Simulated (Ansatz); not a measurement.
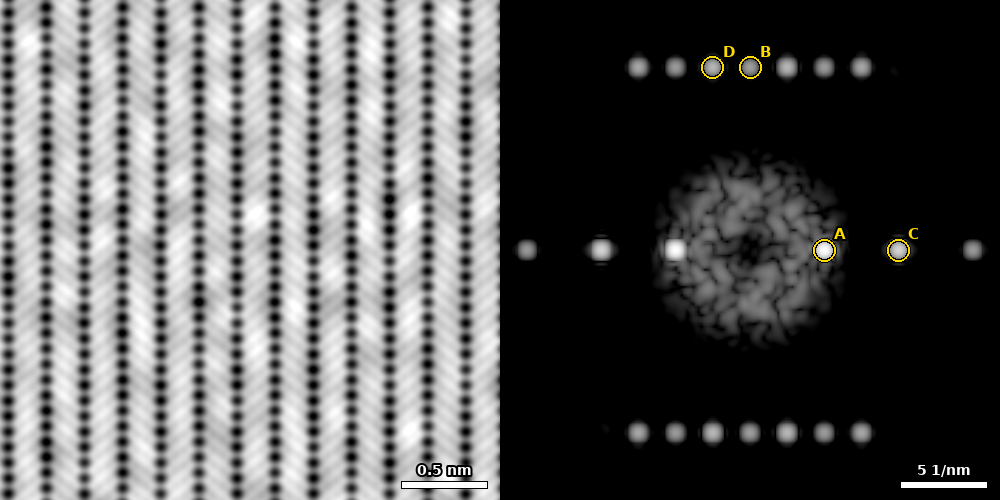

HRTEM-like image of a crystal. Simulated in the weak-phase-object approximation with neutral-atom potentials: 200 kV, Cs = 10 µm, defocus −60 Å (negative is underfocus), defocus spread 8 Å, aperture 1.35 1/Å. The speckle of an amorphous layer was added.

The right panel is the modulus of the image's Fourier transform on a logarithmic scale.

Which lattice spacings do the marked spots stand for, and what angle do A and B enclose?

Answer. A: 2.3 Å, B: 0.9 Å, C: 1.1 Å, D: 0.9 Å; A and B enclose about 90°.

The crystal is Al (P6_3/mmc, No. 194) along [310]; the spots are (002), (1 -3 0), (004) and (1 -3 -1). Atomic positions: the end point of a relaxation at fixed volume with DFT r2SCAN, scalar-relativistic, plane waves, PAW in Ansatz; the starting structure was generated, so it need not be a known form of this composition.
